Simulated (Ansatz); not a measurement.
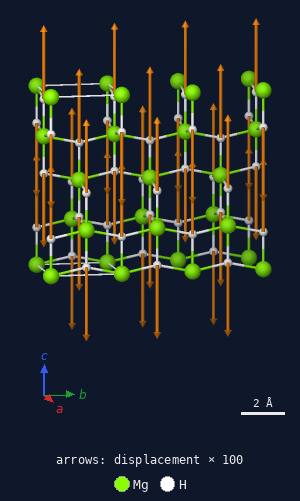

A relaxation of a crystal of MgH2 (built on the anatase type). The starting structure is drawn; orange arrows show the displacements (the part carried along by the change of the cell is left out), 100 times their true length.

A ball-and-stick model of the conventional cell (2 times the calculation's cell), repeated 1 × 3 × 1 with one cell outlined, seen slightly off an axis. Lengths and directions refer to the drawn axes.

Level of theory: DFT, PBEsol, plane waves, PAW (Ansatz 0.2.0). Set-up: plane-wave cutoff 420 eV; k-point mesh 8 × 8 × 8; occupations fermi dirac; smearing width 0.03 eV; no spin polarisation; cell and atoms relaxed; force threshold 0.01 eV/Å; at most 120 steps.

Atoms of which element are displaced furthest, and by how much?

Answer. Hydrogen: up to 0.035 Å, against 0.000 Å for magnesium.

Describe the change and its energy.

Answer. Over 6 accepted moves (8 points after the start) the energy falls by 187 meV per atom. The largest force component goes from 0.49 to 0.0014 eV/Å. The pressure goes from 24.83 to 0.01 GPa. At 2 points the geometry stayed and the basis and grid were re-selected for the new cell (energy shift of 5.2 meV per atom at most each time). The largest moves relative to the cell, 0.035 Å, are those of H atoms. Mg stays in place. Cell: a = b 3.404 → 3.797 Å (+11.5 %), c 8.544 → 9.341 Å (+9.3 %). Volume +36.0 %. Some distances before and after: Mg–Mg 2.731 → 3.010 Å, H–Mg 1.777 → 1.978 Å, H–Mg 1.739 → 1.932 Å. Among the angles between lasting bonds that change: Mg–H–Mg 156.2° → 158.7°, H–Mg–H 156.2° → 158.7°. The space group stays I4_1/amd (No. 141).
